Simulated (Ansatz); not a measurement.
System: ZnSe$_{2}$.

The calculation's input:

```
crystal:
  lattice:
    - [6.2665622128, 0.0, 0.0]
    - [0.0, 6.2665622128, 0.0]
    - [0.0, 0.0, 6.2665622128]
  atoms:
    - { symbol: Zn, position: [0.5, 0.5, 0.0] }
    - { symbol: Zn, position: [0.5, 0.0, 0.5] }
    - { symbol: Zn, position: [0.0, 0.5, 0.5] }
    - { symbol: Zn, position: [0.0, 0.0, 0.0] }
    - { symbol: Se, position: [0.1083085855, 0.8916914145, 0.3916914145] }
    - { symbol: Se, position: [0.8916914145, 0.3916914145, 0.1083085855] }
    - { symbol: Se, position: [0.3916914145, 0.1083085855, 0.8916914145] }
    - { symbol: Se, position: [0.6083085855, 0.6083085855, 0.6083085855] }
    - { symbol: Se, position: [0.8916914145, 0.1083085855, 0.6083085855] }
    - { symbol: Se, position: [0.1083085855, 0.6083085855, 0.8916914145] }
    - { symbol: Se, position: [0.6083085855, 0.8916914145, 0.1083085855] }
    - { symbol: Se, position: [0.3916914145, 0.3916914145, 0.3916914145] }
basis:
  ecutwfc: 500
kpoints:
  mp_grid: { grid: [4, 4, 4] }
hamiltonian:
  xc: r2scan
scf:
  occupations: { method: gaussian, width: 0.02 }
output:
  forces: true
  stress: true
  eigenvalues: true
  write_density: true
  write_potential: true
  elf: true
  volumetric_format: npy
relax:
  adjacent_minimum: "off"
  f_tol: 0.008
  max_steps: 50
  cell: { stress_tol: 0.08, p_target: 2.0 }
```

Launched as:

```sh
ansatz run input.yaml --threads 2 --pin off --max-ram 5120MiB --backend cpu --events-out ev --progress --plain --runs-dir out
```

Below, planes, directions and counts refer to the conventional cell (a = 6.25 Å, b = 6.25 Å, c = 6.25 Å, α = 90.00°, β = 90.00°, γ = 90.00°).

The fields are those of the run's last geometry, not of the input's.

Space group Pa-3; a structure from a database of computed crystals, not necessarily the ambient phase.

Method: DFT r2SCAN, scalar-relativistic, plane waves, PAW in Ansatz.

**Predict the valence pseudo-density and electron localisation function between the atoms.**

Zn–Se (2.63 Å): ρ is about 0.35 e/Å³ halfway, with its minimum of 0.31 e/Å³ about 1.1 Å from Zn; the ELF is about 0.60 at the midpoint.

**Does the calculation give a band gap?**

It is gapped, with a Kohn–Sham gap of 1.2 eV on the k-point mesh, an upper bound to the gap of this method.

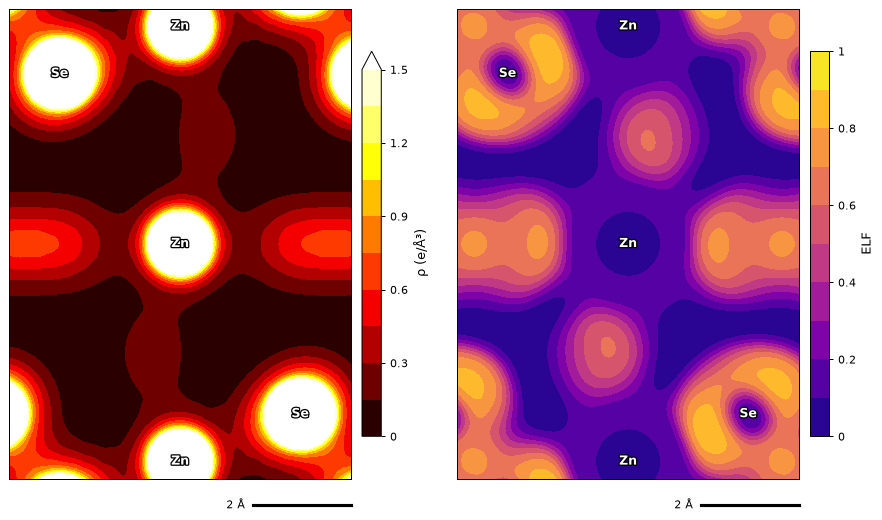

Computed valence pseudo-density and electron localisation function on the (110) plane of the conventional cell, in this order. 

The density is the valence pseudo-density of a PAW calculation; it isn't the true density close to the nuclei.
